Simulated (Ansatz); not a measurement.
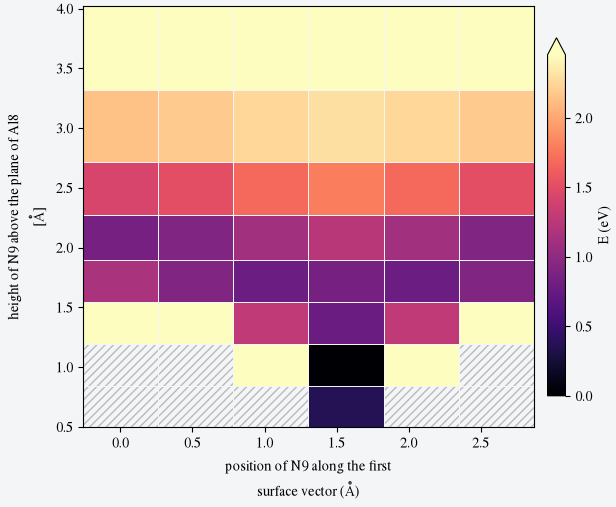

Energy landscape of N on an AlN(001) slab cut from the P6_3mc phase, its upper half relaxed before the scan (8 atoms of substrate and one adsorbate in a 1 × 1 cell). N is moved along a line over the surface and along the normal, above a rigid substrate. Coordinates scanned: (1) position of N9 along the first surface vector, from above Al8; (2) height of N9 above the plane of Al8. The scan uses a 6 × 8 grid; 27 points were computed and 13 follow by symmetry. At 8 points there is no value (left out of the scan, as a rule where atoms come close). Points are written as (first, second). All energies are given in eV relative to the lowest grid point. Energies and slopes of some neighbouring points disagree (a jump in structure or state, or too coarse a mesh). Theory: DFT PBE, scalar-relativistic, plane waves, PAW (Ansatz). Settings: cutoff 420 eV, k-mesh 9×9×1, gaussian smearing 0.05 eV, spin-polarised.

The picture shows one coloured cell a grid point, one colour for all values above the top of the scale, hatched blanks where no value was computed. 

### Where are the lowest and the highest points?

The lowest grid point is at (1.56 Å, 1.02 Å) [nearest 1 N at 1.77 Å]. Other grid points that lie below all their neighbours: (0.00 Å, 2.07 Å) [nearest 1 Al at 2.07 Å] (0.85 eV higher). The highest grid point, (0.00 Å, 1.37 Å) [nearest 1 Al at 1.37 Å], lies 5.80 eV above the lowest.

Time for the 27 points that were run: 27 min on 1 thread of Intel(R) Xeon(R) 6975P-C (Granite Rapids), on a shared host.

PAW datasets: the set soft_1.
